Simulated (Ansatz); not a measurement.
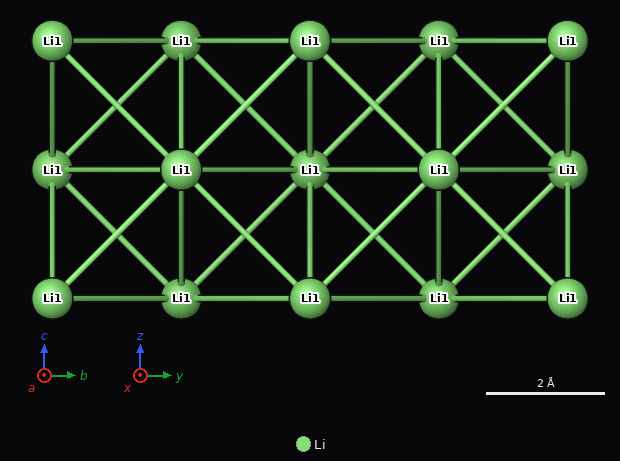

A crystal of Li (Fm-3m): the ratio of the cell's length along z to its lengths across, counted as 1 for the reference, is changed at fixed volume (a tetragonal or Bain path), with the atoms kept at their fractional coordinates. x, y and z are the Cartesian axes of the input. The picture shows the reference cell. Style: ball-and-stick. Shown: the conventional cell (4 times the calculation's cell), repeated 2 × 2 × 1 with one cell outlined, along the a axis. Lengths and directions refer to the drawn axes.

These are results of DFT PBEsol, scalar-relativistic, plane waves, PAW in Ansatz 0.2.0, not measurements. Settings: plane-wave cutoff 420 eV; k-point mesh 20 × 20 × 20; occupations gaussian; smearing width 0.15 eV; no spin polarisation. Energies (free energies at the smearing named) are counted from the cell as listed in its source, which wasn't relaxed.

Input file:
```yaml
crystal:
  lattice:
    - [0.0, 2.202, 2.202]
    - [2.202, 0.0, 2.202]
    - [2.202, 2.202, 0.0]
  atoms:
    - { symbol: Li, position: [0.0, 0.0, 0.0] }
basis:
  ecutwfc: 420
kpoints:
  mp_grid: { grid: [20, 20, 20] }
hamiltonian:
  xc: pbesol
scf:
  occupations: { method: gaussian, width: 0.15 }
output:
  forces: true
  stress: true
  eigenvalues: true
```

Launched with:
```bash
ansatz run input.yaml --threads 1 --pin off --max-ram 1228MiB --backend cpu --events-out ev --progress --plain --runs-dir out
```

**Predict the energy profile (the relative ratio: 0.650, 0.707, 0.780, 0.850, 0.920, 0.960, 1.000, 1.050, 1.100, 1.200, 1.300, 1.414, 1.500).**

| axial ratio over its reference value | energy change (meV/atom) |
| --- | --- |
| 0.650 | 2.3 |
| 0.707 | 1.6 |
| 0.780 | 1.6 |
| 0.850 | 1.4 |
| 0.920 | 0.7 |
| 0.960 | 0.2 |
| 1.000 | 0.0 |
| 1.050 | 0.5 |
| 1.100 | 2.3 |
| 1.200 | 10.7 |
| 1.300 | 25.6 |
| 1.414 | 54.7 |
| 1.500 | 87.9 |

The lowest computed point lies at the relative ratio 1.00 (0.0 meV/atom). The end points stand at 2.3 meV/atom (0.65) and 87.9 meV/atom (1.50). The unrelaxed reference is under a pressure of −0.7 GPa. The distortion takes the space group from Fm-3m to I4/mmm, except for Im-3m at 0.707. At the relative ratio 1.50 the cell of the drawing goes a 4.404 → 3.847 Å, b 4.404 → 3.847 Å, c 4.404 → 5.771 Å.
